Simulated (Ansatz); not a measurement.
**Single-point calculation of Ti8O (part 3 of 4)**

Continued. System: Ti8O (slab, 18 atoms in the cell). Method: DFT PBE, scalar-relativistic, plane waves, PAW, spin-polarised (Ansatz 0.2.0); cutoff 420 eV, 6×6×1 k-mesh, Gaussian smearing of 0.1 eV, collinear spins. The structure derives from an entry of the Crystallography Open Database.

Geometry of the input (Å; fractional positions):
```
5.8769  0.0000  0.0000
-2.9385  5.0896  0.0000
0.0000  0.0000  24.9046
Ti 0.3333  0.1667  0.1606
Ti 0.3333  0.6667  0.1606
Ti 0.8333  0.1667  0.1606
Ti 0.8333  0.6667  0.1606
Ti 0.1667  0.3333  0.2540
Ti 0.1667  0.8333  0.2540
Ti 0.6667  0.3333  0.2540
Ti 0.6667  0.8333  0.2540
Ti 0.3333  0.1667  0.3510
Ti 0.3333  0.6667  0.3510
Ti 0.8333  0.1667  0.3510
Ti 0.8333  0.6667  0.3510
Ti 0.1667  0.3333  0.4379
Ti 0.1667  0.8333  0.4379
Ti 0.6667  0.3333  0.4379
Ti 0.6667  0.8333  0.4379
O  0.3479  0.6959  0.4828
O  0.4854  0.9708  0.4828
```

Log, continued:
```
SCF iter  42: F=-41121.679700 eV  HF=-41121.811854 eV  |F-HF|=1.32e-1  |Δ(HF+E_count)|=   1.25e-3  Δρ=7.73e-4 (↑3.77e-4 ↓7.73e-4)  dr2=9.45e-2  dr2_m=1.37e-3  M=3.438 μB ∫|m|=4.050 μB  β_m=0.10  ethr=6.05e-10  p=0.080 e·Å  D=1.95e-2 V/Å  ΔV_dip=-0.48 eV  dr2_dipole=4.38e-2  V_vac-E_F(+/−)=3.86/4.34 eV  ⟨swp⟩=5.9  Hψ=10027  notcnv=0  defer=135  recentre
SCF iter  43: F=-41121.805900 eV  HF=-41121.804663 eV  |F-HF|=1.24e-3  |Δ(HF+E_count)|=   7.19e-3  Δρ=7.25e-4 (↑7.25e-4 ↓6.42e-4)  dr2=8.95e-4  dr2_m=3.00e-3  M=3.118 μB ∫|m|=3.701 μB  β_m=0.05  ethr=6.05e-10  p=0.082 e·Å  D=2.00e-2 V/Å  ΔV_dip=-0.50 eV  dr2_dipole=9.91e-6  V_vac-E_F(+/−)=3.87/4.36 eV  ⟨swp⟩=7.0  Hψ=11385  notcnv=0  defer=142
SCF iter  44: F=-41121.800096 eV  HF=-41121.807668 eV  |F-HF|=7.57e-3  |Δ(HF+E_count)|=   3.01e-3  Δρ=6.09e-4 (↑6.09e-4 ↓5.60e-4)  dr2=8.31e-3  dr2_m=1.80e-3  M=3.260 μB ∫|m|=3.891 μB  β_m=0.10  ethr=6.05e-10  p=0.081 e·Å  D=1.98e-2 V/Å  ΔV_dip=-0.49 eV  dr2_dipole=2.35e-3  V_vac-E_F(+/−)=3.87/4.36 eV  ⟨swp⟩=6.3  Hψ=10870  notcnv=0  defer=139  recentre
SCF iter  45: F=-41121.811622 eV  HF=-41121.810827 eV  |F-HF|=7.95e-4  |Δ(HF+E_count)|=   3.16e-3  Δρ=5.16e-4 (↑5.16e-4 ↓4.82e-4)  dr2=6.19e-4  dr2_m=1.56e-3  M=3.430 μB ∫|m|=4.095 μB  β_m=0.43  ethr=6.05e-10  p=0.078 e·Å  D=1.89e-2 V/Å  ΔV_dip=-0.47 eV  dr2_dipole=8.90e-5  V_vac-E_F(+/−)=3.87/4.34 eV  ⟨swp⟩=6.4  Hψ=10611  notcnv=0  defer=138
SCF iter  46: F=-41121.806126 eV  HF=-41121.816246 eV  |F-HF|=1.01e-2  |Δ(HF+E_count)|=   5.42e-3  Δρ=3.59e-4 (↑3.59e-4 ↓2.18e-4)  dr2=7.33e-3  dr2_m=5.06e-4  M=4.103 μB ∫|m|=5.022 μB  β_m=0.43  ethr=6.05e-10  p=0.062 e·Å  D=1.50e-2 V/Å  ΔV_dip=-0.37 eV  dr2_dipole=3.37e-3  V_vac-E_F(+/−)=3.86/4.24 eV  ⟨swp⟩=8.3  Hψ=13250  notcnv=0  defer=129  recentre
SCF iter  47: F=-41121.814655 eV  HF=-41121.815887 eV  |F-HF|=1.23e-3  |Δ(HF+E_count)|=   3.59e-4  Δρ=2.62e-4 (↑2.62e-4 ↓1.95e-4)  dr2=1.34e-3  dr2_m=3.04e-4  M=3.770 μB ∫|m|=4.568 μB  β_m=0.55  ethr=6.05e-10  p=0.068 e·Å  D=1.66e-2 V/Å  ΔV_dip=-0.41 eV  dr2_dipole=3.75e-4  V_vac-E_F(+/−)=3.87/4.28 eV  ⟨swp⟩=7.4  Hψ=11498  notcnv=0  defer=135
SCF iter  48: F=-41121.816912 eV  HF=-41121.816888 eV  |F-HF|=2.40e-5  |Δ(HF+E_count)|=   1.00e-3  Δρ=4.92e-5 (↑3.62e-5 ↓4.92e-5)  dr2=2.81e-5  dr2_m=8.61e-6  M=3.956 μB ∫|m|=4.835 μB  β_m=0.78  ethr=6.05e-10  p=0.063 e·Å  D=1.52e-2 V/Å  ΔV_dip=-0.38 eV  dr2_dipole=1.08e-6  V_vac-E_F(+/−)=3.87/4.25 eV  ⟨swp⟩=6.8  Hψ=10903  notcnv=0  defer=132
SCF iter  49: F=-41121.816773 eV  HF=-41121.816936 eV  |F-HF|=1.63e-4  |Δ(HF+E_count)|=   4.77e-5  Δρ=2.75e-5 (↑2.75e-5 ↓2.20e-5)  dr2=1.22e-4  dr2_m=2.38e-6  M=3.953 μB ∫|m|=4.844 μB  β_m=0.78  ethr=6.05e-10  p=0.061 e·Å  D=1.48e-2 V/Å  ΔV_dip=-0.37 eV  dr2_dipole=5.10e-5  V_vac-E_F(+/−)=3.87/4.24 eV  ⟨swp⟩=4.8  Hψ=7717  notcnv=0  defer=132  recentre
SCF iter  50: F=-41121.816911 eV  HF=-41121.816938 eV  |F-HF|=2.72e-5  |Δ(HF+E_count)|=   2.62e-6  Δρ=1.34e-5 (↑1.34e-5 ↓1.12e-5)  dr2=1.98e-5  dr2_m=7.58e-7  M=3.955 μB ∫|m|=4.848 μB  β_m=0.86  ethr=6.05e-10  p=0.061 e·Å  D=1.47e-2 V/Å  ΔV_dip=-0.37 eV  dr2_dipole=9.24e-6  V_vac-E_F(+/−)=3.87/4.23 eV  ⟨swp⟩=3.4  Hψ=6593  notcnv=0  defer=132
SCF iter  51: F=-41121.816934 eV  HF=-41121.816939 eV  |F-HF|=5.01e-6  |Δ(HF+E_count)|=   5.89e-7  Δρ=7.56e-6 (↑7.56e-6 ↓6.05e-6)  dr2=4.01e-6  dr2_m=2.28e-7  M=3.957 μB ∫|m|=4.852 μB  β_m=0.93  ethr=6.05e-10  p=0.061 e·Å  D=1.47e-2 V/Å  ΔV_dip=-0.37 eV  dr2_dipole=1.72e-6  V_vac-E_F(+/−)=3.87/4.23 eV  ⟨swp⟩=3.0  Hψ=5887  notcnv=0  defer=132
SCF iter  52: F=-41121.816937 eV  HF=-41121.816939 eV  |F-HF|=2.36e-6  |Δ(HF+E_count)|=   2.97e-7  Δρ=4.34e-6 (↑4.34e-6 ↓3.15e-6)  dr2=1.77e-6  dr2_m=7.62e-8  M=3.959 μB ∫|m|=4.855 μB  β_m=0.97  ethr=6.05e-10  p=0.061 e·Å  D=1.47e-2 V/Å  ΔV_dip=-0.37 eV  dr2_dipole=7.56e-7  V_vac-E_F(+/−)=3.87/4.23 eV  ⟨swp⟩=3.8  Hψ=6316  notcnv=0  defer=132
SCF iter  53: F=-41121.816939 eV  HF=-41121.816939 eV  |F-HF|=3.31e-7  |Δ(HF+E_count)|=   1.45e-7  Δρ=2.78e-6 (↑2.78e-6 ↓1.97e-6)  dr2=2.81e-7  dr2_m=2.16e-8  M=3.958 μB ∫|m|=4.854 μB  β_m=0.83  ethr=6.05e-10  p=0.061 e·Å  D=1.47e-2 V/Å  ΔV_dip=-0.37 eV  dr2_dipole=9.59e-8  V_vac-E_F(+/−)=3.87/4.23 eV  ⟨swp⟩=2.0  Hψ=3846  notcnv=0  defer=132
SCF iter  54: F=-41121.816939 eV  HF=-41121.816939 eV  |F-HF|=2.45e-8  |Δ(HF+E_count)|=   2.43e-8  Δρ=6.91e-7 (↑6.91e-7 ↓6.43e-7)  dr2=2.37e-8  dr2_m=2.52e-9  M=3.957 μB ∫|m|=4.853 μB  β_m=0.92  ethr=1.38e-10  p=0.061 e·Å  D=1.47e-2 V/Å  ΔV_dip=-0.37 eV  dr2_dipole=1.14e-8  V_vac-E_F(+/−)=3.87/4.23 eV  ⟨swp⟩=2.5  Hψ=4240  notcnv=0  defer=132
SCF iter  55: F=-41121.816939 eV  HF=-41121.816939 eV  |F-HF|=1.92e-8  |Δ(HF+E_count)|=   1.07e-8  Δρ=5.50e-7 (↑5.50e-7 ↓4.56e-7)  dr2=1.77e-8  dr2_m=6.64e-10  M=3.957 μB ∫|m|=4.853 μB  ethr=1.16e-11  p=0.061 e·Å  D=1.48e-2 V/Å  ΔV_dip=-0.37 eV  dr2_dipole=4.39e-9  V_vac-E_F(+/−)=3.87/4.23 eV  ⟨swp⟩=22.1  Hψ=24615  notcnv=0
SCF 1 converged in 55 iterations: F = -41121.816939 eV  dr2 = 1.77e-8
  greatest PAW one-centre occupation: 0.999 electrons in one spin orbital (limit 2), on the Ti atom at site 10 (counted from 0), in its partial waves of l = 0
```

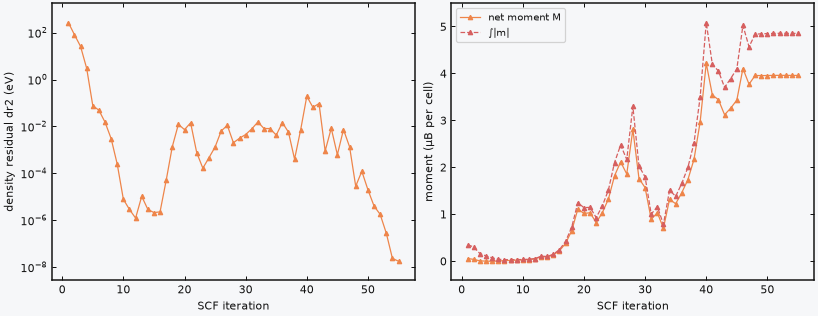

**Figure 1.** Convergence of the self-consistent field: density residual dr2 and magnetic moment against the SCF iteration. The residual falls unevenly and jumps up by a factor of two or more 13 times on the way down. The net moment goes from 0.1 to 4.0 μB per cell.

```
at 21 of the mixer's solves, the last at iteration 41, it left a direction of its history that read negative out of its fit and stepped the other way along it
WARN: The output density's exchange-correlation potential varies sharply where the density is thin. Do not read a vacuum level from v_tot or v_xc, or from such a field of the output density. On a cell that repeats whose density bears no net charge and no dipole along the vacuum's axis use v_es (v_loc + v_h of the components); under efield.dipole_correction with no amplitude use v_es + v_field, which holds any external_charges[].barrier, or the levels of the report's work_function block, which leave it out; under a non-zero efield.amplitude the vacuum is tilted and has no level; on a cell that repeats and bears such a dipole with no correction it is tilted too, and efield.dipole_correction with no amplitude gives each side of its ramp a level where efield: is served; in a cell that repeats whose density bears a net charge (total_charge, or a fill off its count) it is curved and has none; of a slab under crystal.periodic whose density bears no net charge use v_es, which has a level on each side, short of where the two are joined; of another it falls or rises all the way out and has none; of a slab beside external_charges read slab_vacuum_level instead, which it has where they leave it neutral. The grid or the basis barely resolves most such structure, and the values can differ between equally converged runs; as a rule a tighter scf.convergence.dr2_threshold does not remove it. Where the density itself ripples (under the LDA too) a higher basis.ecutwfc lessens it. The files hold the spikes' plane waves up to the density's cutoff. Files: v_tot_of_output_density and the like, and their columns of v_z.tsv (output.write_potential); v_xc_of_output_density and the like, and their columns of v_comp_z.tsv (output.write_potential_components). Measured: with its Gaussian average of σ = 0.25 Å subtracted twice, the exchange-correlation potential is over 0.1 eV at 32 of the grid points where the equally averaged density (valence and model cores) is under 1e-3 e/Å³, and 0.174 eV at the most among them, at an averaged density of 1.2e-8 e/Å³. The input density's (outcome.potential() and, of a run that writes arrays, v_tot and v_xc) is over 0.1 eV, so measured, at 22 points of its own thin density, 0.206 eV at the most. See output.write_potential in the manual, Limitations
SCF converged after 55 iterations
Magnetization: 3.9569 μB (103.9785 up, 100.0215 down)
Absolute magnetization: 4.8555 μB (∫|ρ↑−ρ↓|, with the PAW one-centre terms)
Spin contamination: 0.4761 ħ² per cell (⟨S²⟩ above its minimum at these occupations)
Per-site moments (μB) at R_I (Å): [(0.6354048514989757, 1.1873465356355326), (0.640874719458963, 1.1873465356355326), (0.6354048514989755, 1.1873465356355326), (0.6347986152085426, 1.1873465356355326), (-0.08349173552697094, 1.1873465356355326), (-0.0767949044191194, 1.1873465356355326), (-0.07273182754095006, 1.1873465356355326), (-0.07679490441911935, 1.1873465356355326), (0.041952365217186816, 1.133827198960299), (0.05480780878991922, 1.133827198960299), (0.04195236521718687, 1.1338271989602993), (0.052006423811131935, 1.1338271989602993), (0.009266045163504374, 0.8904131216319422), (-0.012904036687359528, 0.8148659725942602), (0.02328010113711392, 0.8904131214524696), (-0.012904036687359476, 0.8148659725942602), (0.002283766099617808, 0.5770874998693959), (0.002659390410824049, 0.5770874998693959)]
Free energy (F): -41121.816939 eV
Harris-Foulkes:  -41121.816939 eV  (|F-HF|=1.92e-8)
Internal energy: -41121.695840 eV  (E = F + TS)
E sigma→0 (E₀):  -41121.756390 eV
Entropy (-TS):   -0.121100 eV (-6.728 meV/atom)
Fermi energy:    2.830107 eV
Dipole field:    D = 0.014705 V/Å  (p = 0.060535 e·Å, saw-weighted, corrected)
Work function:   Φ+ = 3.8680 eV   Φ− = 4.2342 eV
Levels:          The Fermi level and band energies are counted from a zero that moves with the ramp; work functions are not
--- Per-component energies (eV) ---
  E_band       = -4670.100023
  E_kinetic    = 4707.687454
  E_local      = -213288.576321  (includes V_loc(G=0)·N_el)
  E_nonlocal   = 232.102237
  E_hartree    = 104309.144039
  E_xc         = -1701.450393
  E_vxc        = -2131.776153  (∫ρ·V_xc dr)
  E_paw        = -17079.442455  (= ΣΔE_a)
  E_vpaw       = -2808.570304  (= ΣTr[D̂ρ^β])
  E_aug_tail   = 0.006698  (compensation charges beyond the density's cutoff)
  E_efield     = 0.000445  (sawtooth field / dipole correction)
  E_vefield    = 0.759131  (∫n·V_field dr)
  E_ewald      = 81698.832457
  E_smearing   = -0.121100  (= −TS)
  E_closure    = 0.000000  (closes the sum)
  Σ components = -41121.816939   (vs F -41121.816939, Δ=0.00e0)
--- Forces (eV/Å), atoms counted from 1 ---
  atom   1  Ti    -0.01065709     0.00280885     0.50982032
  atom   2  Ti     0.00000000     0.00099734     0.52373963
  atom   3  Ti     0.01065709     0.00280885     0.50982032
  atom   4  Ti     0.00000000    -0.00238604     0.51366382
  atom   5  Ti    -0.00000000     0.01973194    -0.56288155
  atom   6  Ti     0.00829409    -0.00760833    -0.50664639
  atom   7  Ti    -0.00000000    -0.01338786    -0.55289404
  atom   8  Ti    -0.00829409    -0.00760833    -0.50664639
  atom   9  Ti    -0.01851252     0.05476477    -0.12715145
  atom  10  Ti    -0.00000000     0.08004789    -0.65142786
  atom  11  Ti     0.01851252     0.05476477    -0.12715145
  atom  12  Ti     0.00000000    -0.15467467    -0.32002530
  atom  13  Ti    -0.00000000     0.47803879    -0.30382886
  atom  14  Ti    -1.55818790     0.01079946    -0.84337319
  atom  15  Ti    -0.00000000    -0.53537792    -0.14111618
  atom  16  Ti     1.55818790     0.01079946    -0.84337319
  atom  17  O     -0.00000000    -4.22796413     2.15198932
  atom  18  O      0.00000000     4.23344238     1.27756805
  max |Σ_I F_I| component: 8.56e-5 eV/Å
--- Band table (eV; the first three rows and the last of 26) ---
  k-point 0 ↑: bands = ["-54.3439", "-54.2723", "-54.2704", "-54.2685", "-54.1761", "-54.0956", "-54.0879", "-54.0805", "-53.9074", "-53.8578", "-53.8349", "-53.8255", "-53.8181", "-53.8160", "-53.7903", "-53.7741", "-31.0938", "-30.7805", "-30.7781", "-30.7775", "-30.7533", "-30.7194", "-30.6662", "-30.6632", "-30.6603", "-30.6435", "-30.6371", "-30.6074", "-30.5798", "-30.5693", "-30.4156", "-30.4139", "-30.4137", "-30.3424", "-30.3385", "-30.3196", "-30.3154", "-30.3118", "-30.3057", "-30.3045", "-30.2751", "-30.2441", "-30.2411", "-30.2392", "-30.2248", "-30.1552", "-30.1434", "-30.0866", "-30.0857", "-30.0804", "-30.0338", "-30.0209", "-30.0020", "-30.0018", "-30.0013", "-29.9968", "-29.9587", "-29.9405", "-29.9388", "-29.9287", "-29.8852", "-29.8849", "-29.8474", "-29.8461", "-22.6207", "-15.2634", "-7.1749", "-5.8005", "-5.5803", "-2.9056", "-2.1885", "-1.8995", "-1.7001", "-0.6080", "0.1048", "0.2853", "0.3054", "0.3149", "0.4512", "0.4664", "0.4773", "0.6542", "0.6584", "0.6666", "0.7386", "0.9117", "1.1487", "1.3081", "1.3720", "1.5477", "1.6570", "1.6777", "1.8748", "2.0605", "2.0936", "2.3356", "2.3772", "2.7511", "2.7543", "2.7952", "2.8654", "3.1379", "3.2060", "3.2286", "3.3106", "3.3765", "3.3946", "3.4267", "3.4286", "3.4733", "3.5436", "3.5649", "3.6097", "3.6829", "3.6979", "3.7431", "3.7897", "3.8028", "3.8405", "3.8660", "3.8856", "3.9030", "3.9926", "3.9946"]
  k-point 1 ↑: bands = ["-54.3390", "-54.2753", "-54.2723", "-54.2685", "-54.1704", "-54.0981", "-54.0913", "-54.0805", "-53.9024", "-53.8557", "-53.8349", "-53.8292", "-53.8181", "-53.8172", "-53.7924", "-53.7741", "-31.0808", "-30.7629", "-30.7610", "-30.7487", "-30.7458", "-30.6901", "-30.6655", "-30.6637", "-30.6579", "-30.6317", "-30.6271", "-30.6014", "-30.5747", "-30.5597", "-30.4339", "-30.4333", "-30.4077", "-30.3528", "-30.3404", "-30.3312", "-30.3131", "-30.3061", "-30.3007", "-30.2974", "-30.2690", "-30.2634", "-30.2369", "-30.2332", "-30.2299", "-30.1681", "-30.1615", "-30.0884", "-30.0831", "-30.0794", "-30.0427", "-30.0223", "-30.0111", "-30.0059", "-29.9945", "-29.9886", "-29.9598", "-29.9553", "-29.9432", "-29.9353", "-29.9105", "-29.8921", "-29.8740", "-29.8527", "-22.6189", "-15.2629", "-7.1534", "-5.8008", "-5.5708", "-2.7239", "-2.1695", "-1.7628", "-1.6440", "-0.4632", "0.1104", "0.2369", "0.3335", "0.3797", "0.4006", "0.5498", "0.5574", "0.7036", "0.7116", "0.7887", "0.9238", "1.0163", "1.1906", "1.3613", "1.4225", "1.5975", "1.7208", "1.7426", "1.8712", "2.0496", "2.0738", "2.3322", "2.3765", "2.6758", "2.7104", "2.7216", "2.7279", "2.9940", "3.0970", "3.1053", "3.1750", "3.2673", "3.3426", "3.3465", "3.4554", "3.4835", "3.5261", "3.5272", "3.5401", "3.5713", "3.5900", "3.6259", "3.6397", "3.6645", "3.7192", "3.7911", "3.8089", "3.8630", "3.9176", "3.9462"]
  k-point 2 ↑: bands = ["-54.3257", "-54.2888", "-54.2723", "-54.2686", "-54.1549", "-54.1120", "-54.0931", "-54.0806", "-53.8891", "-53.8549", "-53.8373", "-53.8350", "-53.8181", "-53.8180", "-53.7977", "-53.7741", "-31.0526", "-30.7268", "-30.7213", "-30.7192", "-30.6855", "-30.6587", "-30.6580", "-30.6534", "-30.6263", "-30.6200", "-30.6002", "-30.5748", "-30.5616", "-30.5270", "-30.4805", "-30.4793", "-30.4304", "-30.3879", "-30.3849", "-30.3407", "-30.3332", "-30.3143", "-30.2940", "-30.2713", "-30.2605", "-30.2539", "-30.2310", "-30.2099", "-30.1983", "-30.1911", "-30.1762", "-30.0994", "-30.0977", "-30.0736", "-30.0575", "-30.0474", "-30.0122", "-30.0083", "-29.9933", "-29.9880", "-29.9836", "-29.9746", "-29.9733", "-29.9499", "-29.9370", "-29.9276", "-29.9058", "-29.8668", "-22.6153", "-15.2618", "-7.1115", "-5.8015", "-5.5515", "-2.2033", "-2.1298", "-1.6221", "-1.2570", "-0.5384", "-0.1067", "0.0728", "0.5151", "0.5367", "0.5927", "0.7553", "0.7721", "0.8076", "0.9375", "1.0053", "1.2079", "1.3230", "1.3752", "1.5173", "1.5665", "1.7083", "1.8835", "1.9085", "1.9217", "2.0232", "2.0360", "2.1608", "2.2752", "2.3515", "2.5236", "2.5380", "2.5841", "2.6745", "2.7494", "2.8606", "2.8833", "2.9591", "3.0462", "3.1274", "3.1489", "3.1726", "3.2282", "3.2609", "3.3366", "3.3605", "3.4475", "3.5065", "3.5947", "3.6248", "3.6696", "3.8199", "3.8204", "3.8826", "3.8830", "3.9927"]
```
